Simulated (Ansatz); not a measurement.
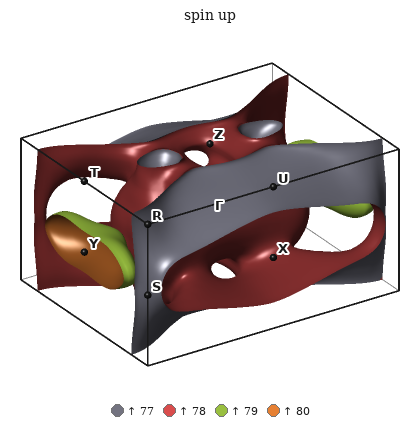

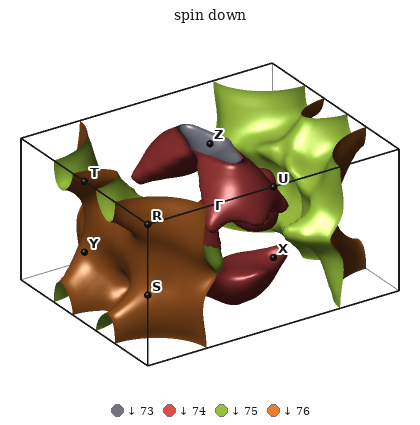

Spin-resolved Fermi surfaces of Co2Si in space group Pnma; the net moment is 2.9 μB per cell, and spin up is the majority channel.

All numbers here come from DFT PBE, scalar-relativistic, plane waves, PAW; levels and slopes on a dense k mesh at the converged density in Ansatz 0.2.0. Collinear spin polarisation. Mesh 18×22×12, interpolated with the band slopes. The geometry was not relaxed (residual pressure −5 GPa).

### How do the two spin channels differ at the Fermi level?

Spin up has four and spin down four bands crossing, with 4.2 and 7.3 states/eV per cell, so (N↑ − N↓)/(N↑ + N↓) = −0.26.

The run ends with a net moment of 2.9 μB a cell, the order reached from its starting moments, not necessarily the lowest. Necks and pockets thinner than about two mesh steps aren't resolved, so separate pockets may in truth be joined.
